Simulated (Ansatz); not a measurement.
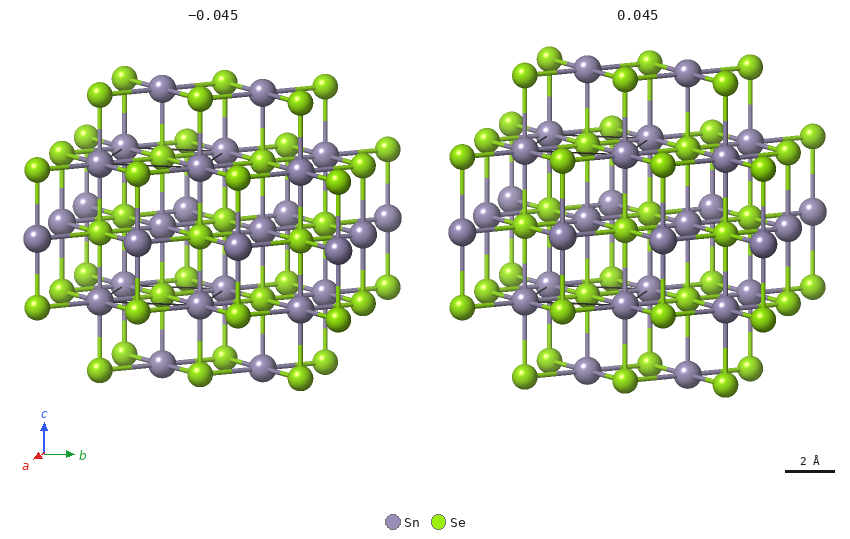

A crystal of SnSe (set up in Fm-3m), under strain along c alone (the other axes held, atoms fixed by symmetry), with energies (extrapolated to zero smearing) counted from the relaxed crystal, which is the row at zero; the cubic crystal is set up in a tetragonal cell with a = a(cubic)/√2 and c = a(cubic). The picture shows the first and the last member. A ball-and-stick model of the cell of the calculation, repeated 1 × 2 × 1 with one cell outlined, seen slightly off an axis.

Computed with Ansatz 0.2.0: DFT PBE, scalar-relativistic, plane waves, PAW. Set-up: plane-wave cutoff 420 eV; k-point mesh 8 × 8 × 6; occupations gaussian; smearing width 0.02 eV; no spin polarisation.

| strain | energy (meV/atom) | a (Å) | c (Å) |
| --- | --- | --- | --- |
| −0.045 | 26.04 | 4.286 | 5.789 |
| −0.03 | 10.82 | 4.286 | 5.880 |
| −0.015 | ? | ? | ? |
| 0.0 | 0.00 | 4.286 | 6.062 |
| 0.015 | 2.30 | 4.286 | 6.153 |
| 0.03 | 8.53 | 4.286 | 6.243 |
| 0.045 | 17.97 | 4.286 | 6.334 |

Q: Estimate the missing row from the others, and compare with the calculation.

A: A parabola through three neighbouring rows (−0.045, −0.03, 0.0) gives, with Lagrange weights, (−0.3333)(26.04) + (1.0000)(10.82) + (0.3333)(0.00) = 2.14 meV/atom. The calculation gives 2.51 meV/atom (a = 4.286 Å, c = 5.971 Å). The estimate is 0.37 meV/atom too low. From the first member to the last: Se–Sn 2.894 → 3.167 Å.

The whole series:

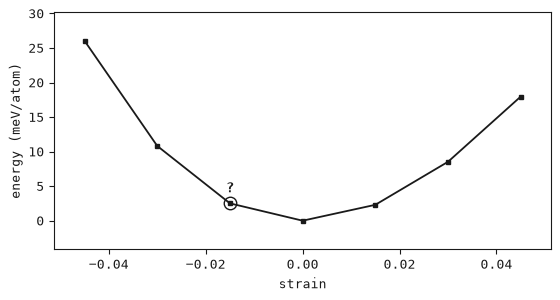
